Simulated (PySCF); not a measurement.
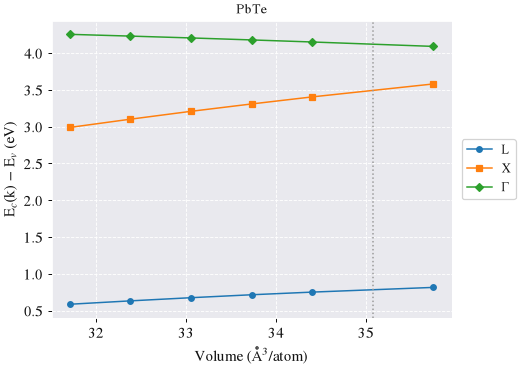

Lowest conduction level at each named k point, counted from the valence-band top at L. One run is left out (dotted line).

System: rocksalt PbTe, space group Fm-3m (No. 225), 2 atoms in the primitive cell. The cell is scaled uniformly. Level of theory: PBE, DZVP-MOLOPT-SR/GTH-PBE (potentials made for PBE), no spin polarisation, no spin-orbit coupling, 6×6×6 k mesh, Fermi-Dirac smearing of 0.05 eV; code PySCF 2.14.0.

| volume | L (eV) | X (eV) | Γ (eV) |
| --- | --- | --- | --- |
| 31.71 Å³/atom | 0.59 | 2.99 | 4.25 |
| 32.38 Å³/atom | 0.63 | 3.10 | 4.23 |
| 33.05 Å³/atom | 0.68 | 3.21 | 4.21 |
| 33.73 Å³/atom | 0.72 | 3.31 | 4.18 |
| 34.40 Å³/atom | 0.75 | 3.40 | 4.15 |
| 35.75 Å³/atom | 0.82 | 3.58 | 4.09 |

Fill in the row for 35.08 Å³/atom.

Fits through the other points against the logarithm of the volume give 0.79 eV at L, 3.49 eV at X and 4.12 eV at Γ (straight lines). The run itself gives 0.79, 3.49 and 4.12 eV, within 0.01 eV of the estimates.

Which of these conduction levels is lowest, and does that change?

The lowest is the one at L, over the whole range, so among these points the gap stays direct.

The basis of atomic orbitals isn't converged, which shifts gaps and empty levels. Spin-orbit coupling is left out, which matters for Pb and Te.
